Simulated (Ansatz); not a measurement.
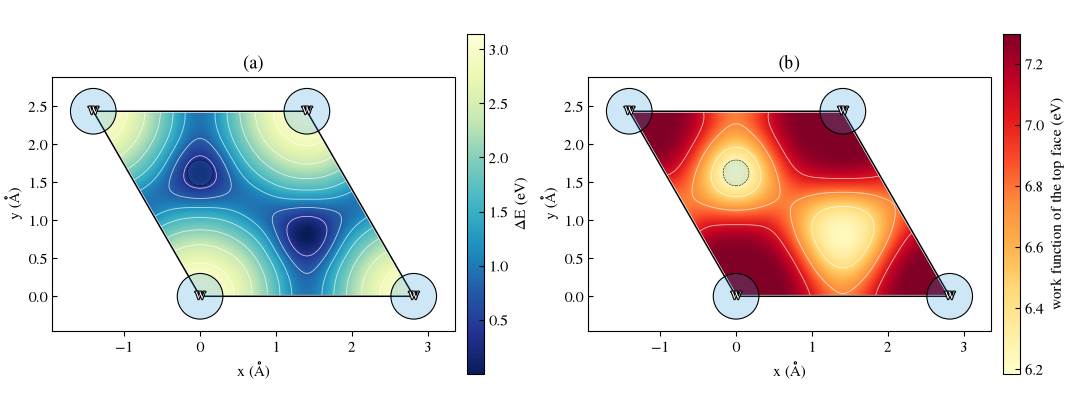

C on a W(111) slab cut from the Fm-3m phase, its upper half relaxed before the scan (3 atoms of substrate and one adsorbate in a 1 × 1 cell). C is moved over the surface cell; relaxed at each place: the height of the adsorbate's atoms; substrate rigid; the origin of the map has the adsorbate above W3. Places are given modulo a cell vector. The map is drawn in real space over the plane of the surface. Grid: 6 × 6 points; 10 points were computed and 26 follow by symmetry. Energies: eV, counted from the lowest grid point. With one adsorbate in each 1 × 1 cell, its nearest image is 2.8 Å away, so neighbouring adsorbates interact. The calculation used DFT LDA, scalar-relativistic, plane waves, PAW in Ansatz. Settings: cutoff 420 eV, k-mesh 12×12×1, gaussian smearing 0.1 eV, no spin polarisation.

Panel (a) is the energy; panel (b) is the computed work function of the top face, in eV.

The picture shows a smooth colour map with a few white contour lines, labelled circles for the atoms of the top layer and small ones for the second layer, the outline of one cell of the plane. Between grid points the surface is interpolated.

**How does the work function of the top face vary over the map, and what is it at the lowest grid point?**

It runs from 6.18 eV at a threefold hollow over a second-layer W atom, (2/6, 4/6) of the cell vectors to 7.30 eV at (0/6, 1/6) of the cell vectors [nearest 1 W at 1.86 Å]. At the lowest grid point, a threefold hollow over a third-layer W atom, (4/6, 2/6) of the cell vectors, it is 6.23 eV.
